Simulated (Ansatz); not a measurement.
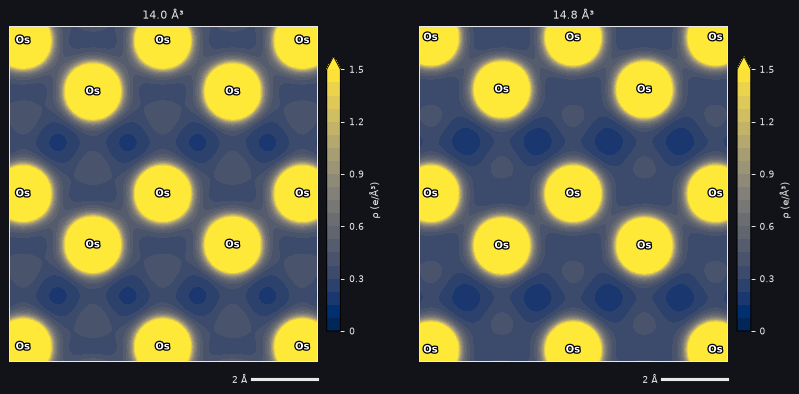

Os. The valence pseudo-density of cells scaled evenly to different volumes (given per atom above each panel), on the (110) plane of each (indices in the axes of the cell below), at one length scale and on one colour scale.

The calculation used Kohn-Sham DFT of a periodic cell, rPW86-PBE with rVV10, Ansatz PAW (Ansatz 0.2.0).

The density is the valence pseudo-density of a PAW calculation; it isn't the true density close to the nuclei.

The largest cell:

```
CELL_PARAMETERS angstrom
2.78772 0.00000 0.00000
-1.39386 2.41424 0.00000
0.00000 0.00000 4.40442
ATOMIC_POSITIONS crystal
Os 0.66667 0.33333 0.75000
Os 0.33333 0.66667 0.25000
```

| volume (Å³/atom) | Os–Os contact in the plane (Å) | ρ at its midpoint (e/Å³) | pressure (GPa) | 
| --- | --- | --- | --- |
| 13.98 | 2.675 | 0.501 | 19.4 | 
| 14.54 | 2.710 | ? | ? | 
| 14.82 | 2.728 | 0.459 | −4.4 | 

What values belong in the row with question marks?

Over the known rows ln ρ falls by 1.65 per Å of Os–Os distance (the line through the two), which gives 0.473 e/Å³ at 2.710 Å; the calculation gives 0.473 e/Å³. For the pressure, a straight line in volume between the neighbouring rows gives 3.5 GPa; the calculation gives 2.7, lower because pressure rises ever faster on compression.
